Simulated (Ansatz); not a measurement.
The Ansatz input:

```
crystal:
  lattice:
    - [3.2489094159, 0.0, 0.0]
    - [-1.6244547079, 2.8136380888, 0.0]
    - [0.0, 0.0, 28.2636171491]
  atoms:
    - { symbol: "N", position: [0.3333333333, 0.6666666667, 0.2653588166] }
    - { symbol: Zr, position: [0.6666666667, 0.3333333333, 0.3122870533] }
    - { symbol: "N", position: [0.0, 0.0, 0.35921529] }
    - { symbol: Zr, position: [0.3333333333, 0.6666666667, 0.4061435266] }
    - { symbol: "N", position: [0.6666666667, 0.3333333333, 0.4530717633] }
    - { symbol: Zr, position: [0.0, 0.0, 0.5] }
    - { symbol: "N", position: [0.3333333333, 0.6666666667, 0.5469282367] }
    - { symbol: Zr, position: [0.6666666667, 0.3333333333, 0.5938564734] }
    - { symbol: "N", position: [0.0, 0.0, 0.64078471] }
    - { symbol: Zr, position: [0.3333333333, 0.6666666667, 0.6877129467] }
    - { symbol: "N", position: [0.6666666667, 0.3333333333, 0.7346411834] }
basis:
  ecutwfc: 420
kpoints:
  mp_grid: { grid: [2, 2, 1] }
hamiltonian:
  xc: pbe
scf:
  occupations: { method: gaussian, width: 0.1 }
output:
  forces: true
  stress: true
  eigenvalues: true
efield:
  axis: 3
  dipole_correction: true
  ramp_width: 0.04
```

Run as:
```bash
ansatz run input.yaml --threads 1 --pin off --max-ram 2560MiB --backend cpu --events-out ev --progress --plain --runs-dir out
```

What does the potential across the slab give for the work function?

The work function is 7.92 eV, the same on both faces. The two vacuum levels agree, so the slab has no net dipole along its normal. The outermost atoms are 13.3 Å apart, which leaves 15.0 Å of vacuum in a cell 28.3 Å high.

The atoms aren't at rest in this cell (largest force 7.3 eV/Å), so the relaxed material can differ.

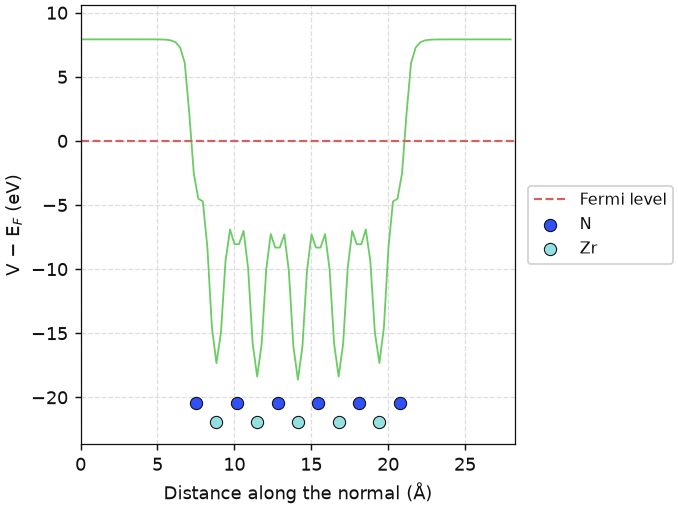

Plane-averaged electrostatic potential energy of an electron across the slab; circles at the bottom mark the heights of the atoms.
